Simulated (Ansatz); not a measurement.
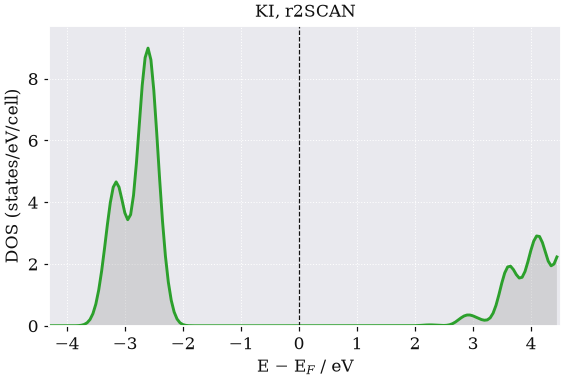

Density of states. Energies are counted from the Fermi level, put mid-gap where there is a gap. The curve is built from the levels of the k mesh with Gaussians 0.3 eV wide, which also blur the band edges.

This input was run:

```
crystal:
  lattice:
    - [0.0, 3.579728096, 3.579728096]
    - [3.579728096, 0.0, 3.579728096]
    - [3.579728096, 3.579728096, 0.0]
  atoms:
    - { symbol: K, position: [0.0, 0.0, 0.0] }
    - { symbol: I, position: [0.5, 0.5, 0.5] }
kpoints:
  mp_grid: { grid: [6, 6, 6] }
  band_path:
    path:
      - [0.0, 0.0, 0.0]
      - [0.5, 0.0, 0.5]
      - [0.625, 0.25, 0.625]
      - [0.375, 0.375, 0.75]
      - [0.5, 0.5, 0.5]
      - [0.5, 0.25, 0.75]
    npoints: 1
hamiltonian:
  xc: r2scan
scf:
  occupations: { method: fixed }
  n_extra_bands: 4
output:
  forces: true
  stress: true
  eigenvalues: true
```

Launched with:
```bash
ansatz run input.yaml --threads 2 --pin off --max-ram 2211MiB --backend cpu --events-out ev --progress --plain --runs-dir out
```

> Metal or insulator, going by the density of states?

There is a gap; over the k points computed it is 4.51 eV (direct among those points).

> Where is the tallest peak of the filled states in the window?

Within the window shown, the tallest peak of the filled states lies 0.3 eV under the valence-band top, at about 9 states per eV and cell.

> How wide is the upper valence band?

The upper group of valence states starts about 1.2 eV under the valence-band top (which lies at −2.3 eV on this axis), with a gap beneath it; it holds about 6 electrons a cell.

Spin-orbit coupling is left out, which matters for I.
